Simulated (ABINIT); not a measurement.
## Run report: Si, G0W0 calculation (part 3 of 3)

The same run, continued: Si (Fd-3m, 2 atoms in the cell); Kohn-Sham DFT of a periodic cell, LDA, PseudoDojo NC SR LDA v0.4.1 standard, G0W0, no spin polarisation (ABINIT 10.8.3); cutoff 326.54 eV, 6×6×6 k-mesh, fixed occupations. The structure derives from a Materials Project entry.

Geometry of the input (Å; fractional positions):
```
0.0000  2.7219  2.7219
2.7219  0.0000  2.7219
2.7219  2.7219  0.0000
Si 0.5000  0.5000  0.5000
Si 0.7500  0.7500  0.7500
```

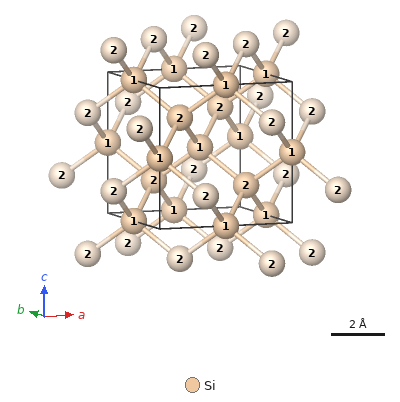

**Figure 1.** The structure (ball-and-stick view of the cell 4 times as large as that of the calculation, set on its symmetry axes, seen slightly off an axis; neighbours outside the cell are drawn fainter; atoms are numbered from 1 in the order of the input).

**What the program printed, continued**
```
--------------------------------------------------------------------------------
  q-point number  9        q = (-0.166667, 0.166667, 0.000000) [r.l.u.]
--------------------------------------------------------------------------------
  Average fulfillment of the sum rule on Im[epsilon] for q-point    9 :     90.64  [%]

--------------------------------------------------------------------------------
  q-point number 10        q = ( 0.333333, 0.333333, 0.000000) [r.l.u.]
--------------------------------------------------------------------------------
  Average fulfillment of the sum rule on Im[epsilon] for q-point   10 :     89.72  [%]

--------------------------------------------------------------------------------
  q-point number 11        q = ( 0.500000, 0.333333, 0.000000) [r.l.u.]
--------------------------------------------------------------------------------
  Average fulfillment of the sum rule on Im[epsilon] for q-point   11 :     89.28  [%]

--------------------------------------------------------------------------------
  q-point number 12        q = (-0.333333, 0.333333, 0.000000) [r.l.u.]
--------------------------------------------------------------------------------
  Average fulfillment of the sum rule on Im[epsilon] for q-point   12 :     89.27  [%]

--------------------------------------------------------------------------------
  q-point number 13        q = ( 0.500000, 0.500000, 0.000000) [r.l.u.]
--------------------------------------------------------------------------------
  Average fulfillment of the sum rule on Im[epsilon] for q-point   13 :     89.18  [%]

--------------------------------------------------------------------------------
  q-point number 14        q = ( 0.500000, 0.333333, 0.166667) [r.l.u.]
--------------------------------------------------------------------------------
  Average fulfillment of the sum rule on Im[epsilon] for q-point   14 :     89.53  [%]

--------------------------------------------------------------------------------
  q-point number 15        q = (-0.333333, 0.333333, 0.166667) [r.l.u.]
--------------------------------------------------------------------------------
  Average fulfillment of the sum rule on Im[epsilon] for q-point   15 :     89.28  [%]

--------------------------------------------------------------------------------
  q-point number 16        q = (-0.333333, 0.500000, 0.166667) [r.l.u.]
--------------------------------------------------------------------------------
  Average fulfillment of the sum rule on Im[epsilon] for q-point   16 :     89.24  [%]

================================================================================
== DATASET  4 ==================================================================

--- !DatasetInfo
iteration_state: {dtset: 4, }
dimensions: {natom: 2, nkpt: 16, mband: 84, nsppol: 1, nspinor: 1, nspden: 1, mpw: 555, }
cutoff_energies: {ecut:  12.0, pawecutdg:  -1.0, }
electrons: {nelect:   8.00000000E+00, charge:   0.00000000E+00, occopt:   1.00000000E+00, tsmear:   1.00000000E-02, }
meta: {optdriver: 4, gwcalctyp: 0, }
...

 mkfilename : getwfk/=0, take file _WFK from output of DATASET   2.

 mkfilename : getden/=0, take file _DEN from output of DATASET   1.

 mkfilename : getscr/=0, take file _SCR from output of DATASET   3.

 Exchange-correlation functional for the present dataset will be:
  LDA: Perdew-Wang 92 LSD fit to Ceperley-Alder data - ixc=7
  J.P.Perdew and Y.Wang, PRB 45, 13244 (1992)

 SIGMA: Calculation of the GW corrections

 Based on a program developped by R.W. Godby, V. Olevano, G. Onida, and L. Reining.
 Incorporated in ABINIT by V. Olevano, G.-M. Rignanese, and M. Torrent.

 Real(R)+Recip(G) space primitive vectors, cartesian coordinates (Bohr,Bohr^-1):
 R(1)=  0.0000000  5.1435533  5.1435533  G(1)= -0.0972091  0.0972091  0.0972091
 R(2)=  5.1435533  0.0000000  5.1435533  G(2)=  0.0972091 -0.0972091  0.0972091
 R(3)=  5.1435533  5.1435533  0.0000000  G(3)=  0.0972091  0.0972091 -0.0972091
 Unit cell volume ucvol=  2.7215714E+02 bohr^3
 Angles (23,13,12)=  6.00000000E+01  6.00000000E+01  6.00000000E+01 degrees
--------------------------------------------------------------------------------

 ==== K-mesh for the wavefunctions ====
 Number of points in the irreducible wedge :    16
 Reduced coordinates and weights :

     1)     0.00000000E+00  0.00000000E+00  0.00000000E+00       0.00463
     2)     1.66666667E-01  0.00000000E+00  0.00000000E+00       0.03704
     3)     3.33333333E-01  0.00000000E+00  0.00000000E+00       0.03704
     4)     5.00000000E-01  0.00000000E+00  0.00000000E+00       0.01852
   [... 12 further points ...]

 Together with 48 symmetry operations and time-reversal symmetry
 yields   216 points in the full Brillouin Zone.

 ==== Q-mesh for screening function ====
 Number of points in the irreducible wedge :    16
 Reduced coordinates and weights :

     1)     0.00000000E+00  0.00000000E+00  0.00000000E+00       0.00463
     2)     1.66666667E-01  0.00000000E+00  0.00000000E+00       0.03704
     3)     3.33333333E-01  0.00000000E+00  0.00000000E+00       0.03704
     4)     5.00000000E-01  0.00000000E+00  0.00000000E+00       0.01852
   [... 12 further points ...]

 Together with 48 symmetry operations and time-reversal symmetry
 yields   216 points in the full Brillouin Zone.

 vcoul_init : cutoff-mode = AUXILIARY_FUNCTION
 q-points for optical limit:   1
     1)      0.000010    0.000020    0.000030
 setmesh: FFT mesh size selected  =    24x   24x   24
          total number of points  =        13824

 Number of electrons calculated from density =    8.0000; Expected =    8.0000
 average of density, n =  0.029395
 r_s =    2.0101
 omega_plasma =   16.5383 [eV]

 === KS Band Gaps ===
  >>>> For spin  1
   Minimum direct gap =   2.5306 [eV], located at k-point      :   0.0000  0.0000  0.0000
   Fundamental gap    =   0.6292 [eV], Top of valence bands at :   0.0000  0.0000  0.0000
                                       Bottom of conduction at :   0.5000  0.5000  0.0000
 SIGMA fundamental parameters:
 PLASMON POLE MODEL  2
 number of plane-waves for SigmaX                  537
 number of plane-waves for SigmaC and W            181
 number of plane-waves for wavefunctions           537
 number of bands                                    84
 number of independent spin polarizations            1
 number of spinorial components                      1
 number of k-points in IBZ                          16
 number of q-points in IBZ                          16
 number of symmetry operations                      48
 number of k-points in BZ                          216
 number of q-points in BZ                          216
 number of frequencies for dSigma/dE                 9
 frequency step for dSigma/dE [eV]                0.25
 number of omega for Sigma on real axis              0
 max omega for Sigma on real axis  [eV]           0.00
 zcut for avoiding poles [eV]                     0.10

 EPSILON^-1 parameters (SCR file):
 dimension of the eps^-1 matrix on file            181
 dimension of the eps^-1 matrix used               181
 number of plane-waves for wavefunctions           537
 number of bands                                    84
 number of q-points in IBZ                          16
 number of frequencies                               2
 number of real frequencies                          1
 number of imag frequencies                          1

 matrix elements of self-energy operator (all in [eV])

 Perturbative Calculation

--- !SelfEnergy_ee
iteration_state: {dtset: 4, }
kpoint     : [   0.000,    0.000,    0.000, ]
spin       : 1
KS_gap     :    2.531
QP_gap     :    3.241
Delta_QP_KS:    0.710
data: !SigmaeeData |
     Band     E0 <VxcDFT>   SigX SigC(E0)      Z dSigC/dE  Sig(E)    E-E0       E
        2   4.638 -11.219 -12.749   0.496   0.781  -0.280 -12.027  -0.808   3.830
        3   4.638 -11.219 -12.749   0.496   0.781  -0.280 -12.027  -0.808   3.830
        4   4.638 -11.219 -12.749   0.496   0.781  -0.280 -12.027  -0.808   3.830
        5   7.169 -10.020  -5.791  -4.352   0.783  -0.278 -10.117  -0.097   7.071
        6   7.169 -10.020  -5.791  -4.352   0.783  -0.278 -10.117  -0.097   7.071
        7   7.169 -10.020  -5.791  -4.352   0.783  -0.278 -10.117  -0.097   7.071
...

--- !SelfEnergy_ee
iteration_state: {dtset: 4, }
kpoint     : [   0.167,    0.000,    0.000, ]
spin       : 1
KS_gap     :    2.679
QP_gap     :    3.385
Delta_QP_KS:    0.706
data: !SigmaeeData |
     Band     E0 <VxcDFT>   SigX SigC(E0)      Z dSigC/dE  Sig(E)    E-E0       E
        3   4.190 -11.053 -12.677   0.594   0.780  -0.283 -11.856  -0.803   3.387
        4   4.190 -11.053 -12.677   0.594   0.780  -0.283 -11.856  -0.803   3.387
        5   6.869 -10.141  -5.916  -4.347   0.785  -0.273 -10.237  -0.097   6.772
        6   7.812 -10.158  -5.736  -4.541   0.780  -0.282 -10.250  -0.093   7.719
        7   7.812 -10.158  -5.736  -4.541   0.780  -0.282 -10.250  -0.093   7.719
...

--- !SelfEnergy_ee
iteration_state: {dtset: 4, }
kpoint     : [   0.333,    0.000,    0.000, ]
spin       : 1
KS_gap     :    2.618
QP_gap     :    3.346
Delta_QP_KS:    0.728
data: !SigmaeeData |
     Band     E0 <VxcDFT>   SigX SigC(E0)      Z dSigC/dE  Sig(E)    E-E0       E
        3   3.643 -10.978 -12.902   0.853   0.777  -0.287 -11.810  -0.832   2.811
        4   3.643 -10.978 -12.902   0.853   0.777  -0.287 -11.810  -0.832   2.811
        5   6.261 -10.099  -6.047  -4.185   0.788  -0.269 -10.204  -0.104   6.157
        6   8.112  -9.864  -5.226  -4.687   0.782  -0.278  -9.902  -0.038   8.074
        7   8.112  -9.864  -5.226  -4.687   0.782  -0.278  -9.902  -0.038   8.074
...

--- !SelfEnergy_ee
iteration_state: {dtset: 4, }
kpoint     : [   0.500,    0.000,    0.000, ]
spin       : 1
KS_gap     :    2.585
QP_gap     :    3.326
Delta_QP_KS:    0.742
data: !SigmaeeData |
     Band     E0 <VxcDFT>   SigX SigC(E0)      Z dSigC/dE  Sig(E)    E-E0       E
        3   3.447 -10.972 -13.024   0.958   0.776  -0.289 -11.820  -0.848   2.599
        4   3.447 -10.972 -13.024   0.958   0.776  -0.289 -11.820  -0.848   2.599
        5   6.032 -10.103  -6.112  -4.127   0.789  -0.267 -10.210  -0.107   5.925
        6   7.950  -9.680  -5.060  -4.646   0.785  -0.274  -9.700  -0.020   7.930
        7   7.950  -9.680  -5.060  -4.646   0.785  -0.274  -9.700  -0.020   7.930
...

--- !SelfEnergy_ee
iteration_state: {dtset: 4, }
kpoint     : [   0.167,    0.167,    0.000, ]
spin       : 1
KS_gap     :    2.829
QP_gap     :    3.517
Delta_QP_KS:    0.688
data: !SigmaeeData |
     Band     E0 <VxcDFT>   SigX SigC(E0)      Z dSigC/dE  Sig(E)    E-E0       E
        3   3.451 -10.786 -12.651   0.831   0.777  -0.287 -11.590  -0.804   2.647
        4   3.451 -10.786 -12.651   0.831   0.777  -0.287 -11.590  -0.804   2.647
        5   6.280  -9.618  -5.666  -4.099   0.789  -0.268  -9.734  -0.115   6.165
        6   8.793 -10.035  -5.167  -4.927   0.780  -0.282 -10.081  -0.046   8.747
...

--- !SelfEnergy_ee
iteration_state: {dtset: 4, }
kpoint     : [   0.333,    0.167,    0.000, ]
spin       : 1
KS_gap     :    3.630
QP_gap     :    4.343
Delta_QP_KS:    0.713
data: !SigmaeeData |
     Band     E0 <VxcDFT>   SigX SigC(E0)      Z dSigC/dE  Sig(E)    E-E0       E
        3   2.638 -10.615 -12.686   1.042   0.774  -0.293 -11.411  -0.797   1.841
        4   2.901 -10.713 -12.889   1.099   0.774  -0.293 -11.546  -0.833   2.068
        5   6.532  -9.655  -5.659  -4.147   0.789  -0.267  -9.774  -0.120   6.412
        6   8.599  -9.907  -5.000  -4.955   0.779  -0.283  -9.944  -0.037   8.562
...

--- !SelfEnergy_ee
iteration_state: {dtset: 4, }
kpoint     : [   0.500,    0.167,    0.000, ]
spin       : 1
KS_gap     :    3.725
QP_gap     :    4.488
Delta_QP_KS:    0.763
data: !SigmaeeData |
     Band     E0 <VxcDFT>   SigX SigC(E0)      Z dSigC/dE  Sig(E)    E-E0       E
        3   1.855 -10.478 -12.949   1.409   0.768  -0.301 -11.294  -0.816   1.038
        4   2.872 -10.762 -12.996   1.139   0.773  -0.293 -11.609  -0.847   2.025
        5   6.597  -9.564  -5.414  -4.256   0.790  -0.266  -9.647  -0.084   6.514
        6   8.655 -10.128  -5.445  -4.781   0.781  -0.281 -10.204  -0.077   8.578
...

--- !SelfEnergy_ee
iteration_state: {dtset: 4, }
kpoint     : [  -0.333,    0.167,    0.000, ]
spin       : 1
KS_gap     :    3.651
QP_gap     :    4.421
Delta_QP_KS:    0.770
data: !SigmaeeData |
     Band     E0 <VxcDFT>   SigX SigC(E0)      Z dSigC/dE  Sig(E)    E-E0       E
        3   1.587 -10.365 -12.968   1.534   0.767  -0.304 -11.184  -0.819   0.768
        4   3.349 -10.902 -12.942   0.957   0.775  -0.290 -11.742  -0.839   2.509
        5   7.000  -9.783  -5.480  -4.391   0.788  -0.270  -9.853  -0.070   6.930
        6   8.666 -10.003  -5.374  -4.739   0.782  -0.280 -10.089  -0.087   8.579
...

--- !SelfEnergy_ee
iteration_state: {dtset: 4, }
kpoint     : [  -0.167,    0.167,    0.000, ]
spin       : 1
KS_gap     :    3.505
QP_gap     :    4.269
Delta_QP_KS:    0.764
data: !SigmaeeData |
     Band     E0 <VxcDFT>   SigX SigC(E0)      Z dSigC/dE  Sig(E)    E-E0       E
        3   2.225 -10.334 -12.570   1.209   0.772  -0.296 -11.127  -0.792   1.432
        4   4.077 -11.109 -12.843   0.676   0.779  -0.284 -11.933  -0.824   3.253
        5   7.582 -10.174  -5.646  -4.606   0.782  -0.278 -10.235  -0.060   7.521
        6   8.155 -10.051  -5.327  -4.800   0.778  -0.286 -10.110  -0.059   8.097
...

--- !SelfEnergy_ee
iteration_state: {dtset: 4, }
kpoint     : [   0.333,    0.333,    0.000, ]
spin       : 1
KS_gap     :    3.053
QP_gap     :    3.786
Delta_QP_KS:    0.733
data: !SigmaeeData |
     Band     E0 <VxcDFT>   SigX SigC(E0)      Z dSigC/dE  Sig(E)    E-E0       E
        3   2.234 -10.590 -13.100   1.396   0.769  -0.300 -11.447  -0.857   1.377
        4   2.234 -10.590 -13.100   1.396   0.769  -0.300 -11.447  -0.857   1.377
        5   5.286  -9.281  -5.571  -3.866   0.794  -0.260  -9.405  -0.124   5.163
        6   6.549  -9.052  -4.800  -4.317   0.794  -0.260  -9.104  -0.052   6.497
...

--- !SelfEnergy_ee
iteration_state: {dtset: 4, }
kpoint     : [   0.500,    0.333,    0.000, ]
spin       : 1
KS_gap     :    3.523
QP_gap     :    4.292
Delta_QP_KS:    0.769
data: !SigmaeeData |
     Band     E0 <VxcDFT>   SigX SigC(E0)      Z dSigC/dE  Sig(E)    E-E0       E
        3   1.011 -10.090 -12.960   1.783   0.763  -0.311 -10.919  -0.829   0.182
        4   2.098 -10.588 -13.181   1.465   0.768  -0.301 -11.455  -0.867   1.232
        5   5.622  -9.181  -5.288  -4.016   0.794  -0.259  -9.279  -0.098   5.524
        6   7.279  -9.515  -5.177  -4.449   0.788  -0.269  -9.603  -0.088   7.191
...

--- !SelfEnergy_ee
iteration_state: {dtset: 4, }
kpoint     : [  -0.333,    0.333,    0.000, ]
spin       : 1
KS_gap     :    3.587
QP_gap     :    4.363
Delta_QP_KS:    0.776
data: !SigmaeeData |
     Band     E0 <VxcDFT>   SigX SigC(E0)      Z dSigC/dE  Sig(E)    E-E0       E
        3   0.228  -9.852 -13.114   2.169   0.756  -0.323 -10.678  -0.826  -0.598
        4   2.538 -10.686 -13.078   1.283   0.771  -0.297 -11.542  -0.856   1.682
        5   6.125  -9.270  -5.208  -4.162   0.793  -0.261  -9.349  -0.080   6.045
        6  10.361  -9.770  -4.595  -5.226   0.774  -0.292  -9.810  -0.039  10.322
...

--- !SelfEnergy_ee
iteration_state: {dtset: 4, }
kpoint     : [   0.500,    0.500,    0.000, ]
spin       : 1
KS_gap     :    3.465
QP_gap     :    4.241
Delta_QP_KS:    0.775
data: !SigmaeeData |
     Band     E0 <VxcDFT>   SigX SigC(E0)      Z dSigC/dE  Sig(E)    E-E0       E
        3   1.802 -10.539 -13.276   1.594   0.766  -0.305 -11.415  -0.876   0.926
        4   1.802 -10.539 -13.276   1.594   0.766  -0.305 -11.415  -0.876   0.926
        5   5.267  -9.079  -5.265  -3.940   0.796  -0.257  -9.179  -0.101   5.166
        6   5.267  -9.079  -5.265  -3.940   0.796  -0.257  -9.179  -0.101   5.166
...

--- !SelfEnergy_ee
iteration_state: {dtset: 4, }
kpoint     : [   0.500,    0.333,    0.167, ]
spin       : 1
KS_gap     :    5.072
QP_gap     :    5.786
Delta_QP_KS:    0.714
data: !SigmaeeData |
     Band     E0 <VxcDFT>   SigX SigC(E0)      Z dSigC/dE  Sig(E)    E-E0       E
        3   1.070 -10.106 -12.939   1.755   0.763  -0.310 -10.928  -0.823   0.248
        4   2.349 -10.470 -12.759   1.226   0.772  -0.296 -11.290  -0.820   1.528
        5   7.420  -9.799  -5.484  -4.450   0.785  -0.273  -9.905  -0.106   7.314
        6   8.277  -9.374  -4.748  -4.690   0.786  -0.271  -9.424  -0.051   8.227
...

--- !SelfEnergy_ee
iteration_state: {dtset: 4, }
kpoint     : [  -0.333,    0.333,    0.167, ]
spin       : 1
KS_gap     :    6.043
QP_gap     :    6.779
Delta_QP_KS:    0.735
data: !SigmaeeData |
     Band     E0 <VxcDFT>   SigX SigC(E0)      Z dSigC/dE  Sig(E)    E-E0       E
        3   0.629 -10.055 -13.129   1.983   0.759  -0.317 -10.884  -0.829  -0.200
        4   1.883 -10.309 -12.788   1.408   0.769  -0.300 -11.132  -0.824   1.059
        5   7.926  -9.523  -5.104  -4.531   0.787  -0.271  -9.612  -0.088   7.838
        6   8.108  -9.956  -5.295  -4.738   0.782  -0.278 -10.016  -0.060   8.048
...

--- !SelfEnergy_ee
iteration_state: {dtset: 4, }
kpoint     : [  -0.333,    0.500,    0.167, ]
spin       : 1
KS_gap     :    6.312
QP_gap     :    7.049
Delta_QP_KS:    0.736
data: !SigmaeeData |
     Band     E0 <VxcDFT>   SigX SigC(E0)      Z dSigC/dE  Sig(E)    E-E0       E
        3   0.999 -10.069 -12.942   1.786   0.763  -0.311 -10.899  -0.830   0.169
        4   0.999 -10.069 -12.942   1.786   0.763  -0.311 -10.899  -0.830   0.169
        5   7.311  -9.572  -5.249  -4.442   0.788  -0.270  -9.666  -0.094   7.218
        6   7.311  -9.572  -5.249  -4.442   0.788  -0.270  -9.666  -0.094   7.218
...

 New Fermi energy :        1.652456E-01 Ha ,    4.496562E+00 eV

 === QP Band Gaps ===
  >>>> For spin  1
   Minimum direct gap =   3.2410 [eV], located at k-point      :   0.0000  0.0000  0.0000
   Fundamental gap    =   1.3322 [eV], Top of valence bands at :   0.0000  0.0000  0.0000
                                       Bottom of conduction at :   0.3333  0.3333  0.0000

== END DATASET(S) ==============================================================
================================================================================

 -outvars: echo values of variables after computation  --------
            acell      7.2740828278E+00  7.2740828278E+00  7.2740828278E+00 Bohr
           etotal1    -8.5238832587E+00
           etotal3     0.0000000000E+00
           etotal4     0.0000000000E+00
            fcart1    -0.0000000000E+00 -0.0000000000E+00 -0.0000000000E+00
                      -0.0000000000E+00 -0.0000000000E+00 -0.0000000000E+00
            fcart3     0.0000000000E+00  0.0000000000E+00  0.0000000000E+00
                       0.0000000000E+00  0.0000000000E+00  0.0000000000E+00
            fcart4     0.0000000000E+00  0.0000000000E+00  0.0000000000E+00
                       0.0000000000E+00  0.0000000000E+00  0.0000000000E+00
            rprim      0.0000000000E+00  7.0710678120E-01  7.0710678120E-01
                       7.0710678120E-01  0.0000000000E+00  7.0710678120E-01
                       7.0710678120E-01  7.0710678120E-01  0.0000000000E+00
           strten1     8.5177063047E-05  8.5177063047E-05  8.5177063047E-05
                       0.0000000000E+00  0.0000000000E+00  0.0000000000E+00
           strten3     0.0000000000E+00  0.0000000000E+00  0.0000000000E+00
                       0.0000000000E+00  0.0000000000E+00  0.0000000000E+00
           strten4     0.0000000000E+00  0.0000000000E+00  0.0000000000E+00
                       0.0000000000E+00  0.0000000000E+00  0.0000000000E+00
           xangst      2.7218511847E+00  2.7218511847E+00  2.7218511847E+00
                       4.0827767770E+00  4.0827767770E+00  4.0827767770E+00
             xred      5.0000000000E-01  5.0000000000E-01  5.0000000000E-01
                       7.5000000000E-01  7.5000000000E-01  7.5000000000E-01
 Calculation completed.
```

**Summary**

```csv
quantity,value
outcome,converged
space group (tolerance 0.01 Å),Fd-3m (227)
electrons treated,8
quasiparticle gap,1.33 eV
gap on the k-point mesh,0.63 eV
wall time,12 min
peak memory,0.29 GiB
```

**Remarks**

Points of doubt noted for this run: cutoff too low for stress.
